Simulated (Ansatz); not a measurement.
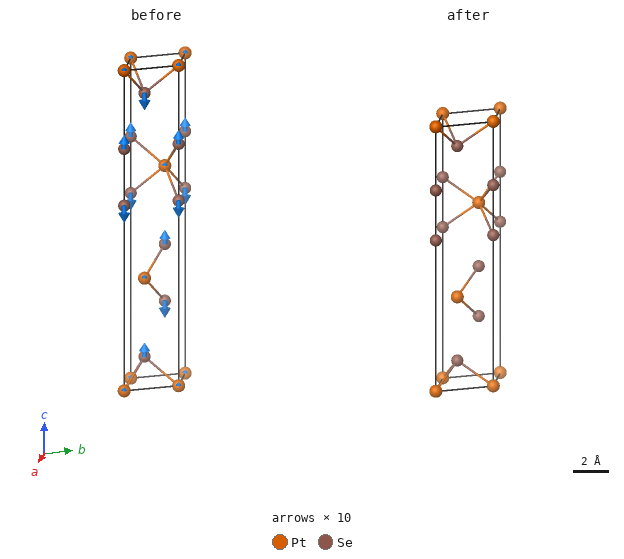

The structure of solid PtSe2 (built on the 3R (MoS2) bulk type) before (left) and after (right) a relaxation, at one scale. The blue arrows give the displacements (the part carried along by the change of the cell is left out), 10 times their true length.

The picture is a ball-and-stick view of the conventional cell (3 times the calculation's cell), seen from a free direction. Lengths and directions refer to the drawn axes.

All numbers below come from Ansatz 0.2.0, DFT, PBE-D3(BJ), plane waves, PAW.

Input file:
```yaml
crystal:
  lattice:
    - [1.722881365, 0.9947060199, 6.33436676]
    - [-1.722881365, 0.9947060199, 6.33436676]
    - [0.0, -1.9894120397, 6.33436676]
  atoms:
    - { symbol: Pt, position: [0.0, 0.0, 0.0] }
    - { symbol: Se, position: [0.4218548564, 0.4218548564, 0.4218548564] }
    - { symbol: Se, position: [0.2448118103, 0.2448118103, 0.2448118103] }
kpoints:
  mp_grid: { grid: [8, 8, 8] }
hamiltonian:
  xc: pbe
  dispersion: d3bj
scf:
  occupations: { method: fermi_dirac, width: 0.02 }
relax:
  f_tol: 0.005
  cell: {}
```

Command:
```bash
ansatz run input.yaml --threads 2 --pin off --max-ram 2211MiB --backend cpu --events-out ev --progress --plain --runs-dir out
```

**What changed between the two?**

Over 8 accepted moves (9 points after the start) the energy falls by 113 meV per atom. The largest force component goes from 0.66 to 0.0012 eV/Å. The pressure goes from −4.14 to 0.00 GPa. At 1 point the geometry stayed and the basis and grid were re-selected for the new cell (energy shift of 0.3 meV per atom at most each time). Se2 moves most relative to the cell: 0.10 Å along −c. Largest moves by element: Se 0.10 Å, Pt 0.02 Å. Cell: a = b 3.446 → 3.636 Å (+5.5 %), c 19.003 → 15.688 Å (−17.4 %). Volume −8.1 %. Among the contacts that change: Se2–Se3 3.575 → 3.088 Å, Se2–Se3 (another image) 3.364 → 2.965 Å, Pt1–Se3 2.605 → 2.553 Å, Pt1–Se2 2.605 → 2.587 Å. Bond angles that change, for instance: Se2–Pt1–Se3 80.4° → 70.4°, Se3–Pt1–Se3 82.8° → 90.8°, Pt1–Se3–Pt1 82.8° → 90.8°. The space group stays R3m (No. 160). The run took 39 s on 2 threads of Arm Neoverse V2, with other jobs on the host, peak memory 0.38 GiB.
